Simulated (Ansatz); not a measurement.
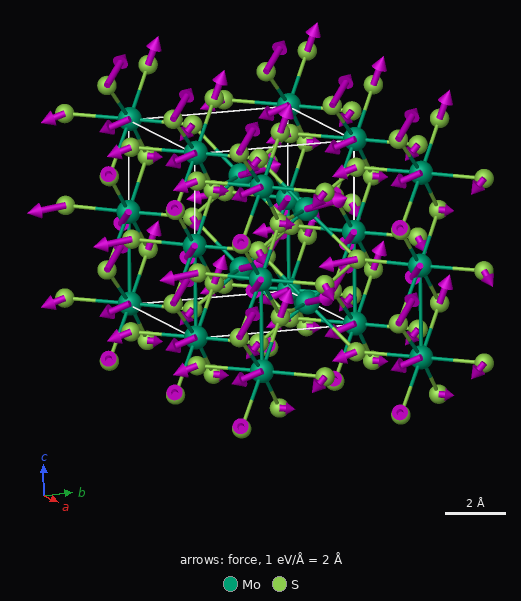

Starting geometry of crystalline MoS2 (built on the MgH2-136 type type) with the computed forces as purple arrows. The picture is a ball-and-stick view of the cell of the calculation, repeated 2 × 1 × 1 with one cell outlined, seen slightly off an axis.

Case: shaken.

All numbers below come from Ansatz, DFT, PBEsol, plane waves, PAW.

Input
```yaml
crystal:
  lattice:
    - [5.8768488525, -0.054645318, -0.0028711503]
    - [-0.054645318, 5.8293683911, -0.0087065603]
    - [-0.0031222781, -0.0094680875, 6.344385801]
  atoms:
    - { symbol: Mo, position: [0.4895316257, 0.5052284829, 0.2473286312] }
    - { symbol: Mo, position: [0.0015139977, 0.0064857973, 0.0059211859] }
    - { symbol: S, position: [0.7132482634, 0.717426545, 0.0044218342] }
    - { symbol: S, position: [0.7841698804, 0.2119949531, 0.2453317612] }
    - { symbol: S, position: [0.2861869802, 0.2837729789, 0.0059553766] }
    - { symbol: S, position: [0.2141631605, 0.7748310324, 0.2438093999] }
    - { symbol: Mo, position: [0.48692492, 0.5002601282, 0.7529990324] }
    - { symbol: Mo, position: [0.0054713423, -0.0024210129, 0.5037169277] }
    - { symbol: S, position: [0.7060083212, 0.7257392669, 0.5045260674] }
    - { symbol: S, position: [0.7824538664, 0.2064772577, 0.7508006176] }
    - { symbol: S, position: [0.2829122732, 0.2833933873, 0.5052320123] }
    - { symbol: S, position: [0.221352524, 0.7866204413, 0.7503291882] }
kpoints:
  mp_grid: { grid: [4, 4, 4] }
hamiltonian:
  xc: pbesol
scf:
  occupations: { method: fermi_dirac, width: 0.05 }
relax:
  f_tol: 0.01
  cell: {}
  max_steps: 120
output:
  write_density: true
  write_potential: true
  elf: true
  volumetric_format: npy
```

### What follows when this structure is relaxed?

It isn't relaxed: the largest force vector, on Mo7, is 1.06 eV/Å. The final displacements have little in common with the starting forces (cosine between the two patterns 0.10). After 17 accepted moves (21 points after the start) the energy has fallen by 1.473 eV per cell of the calculation. The largest force component goes from 0.93 to 0.01 eV/Å. The pressure goes from −1.29 to −0.01 GPa. The line search rejected the trial steps at points 4, 6, 15 of the run. At 1 point the geometry stayed and the basis and grid were re-selected for the new cell (energy shift of 1.6 meV per cell of the calculation at most each time). S4 moves most relative to the cell: 0.74 Å along [2 3 0]. By element the largest moves are S 0.74 Å, Mo 0.19 Å. The volume changes by −10.4 %, with a 5.877 → 5.946 Å (+1.2 %), b 5.830 → 5.184 Å (−11.1 %), c 6.344 → 6.315 Å (−0.5 %), α 90.2° → 90.0°, γ 91.1° → 90.0°. Among the contacts that change: S3–S5 4.184 → 2.452 Å, S4–S6 4.104 → 2.452 Å, S10–S12 4.215 → 2.645 Å, S9–S11 4.130 → 2.645 Å. Among the angles between lasting bonds that change: Mo1–S6–Mo2 141.4° → 123.6°, Mo2–S12–Mo7 138.1° → 121.3°, Mo1–S4–Mo2 139.6° → 123.6°. The space group (tolerance 0.01 Å) goes from P1 (No. 1) to P2_12_12 (No. 18). Cost: 5.7 min on 1 × NVIDIA H100 80GB HBM3 with 2 threads of AMD EPYC 7R13 Processor (Zen 3), with other jobs on the host, peak memory 1.1 GiB.
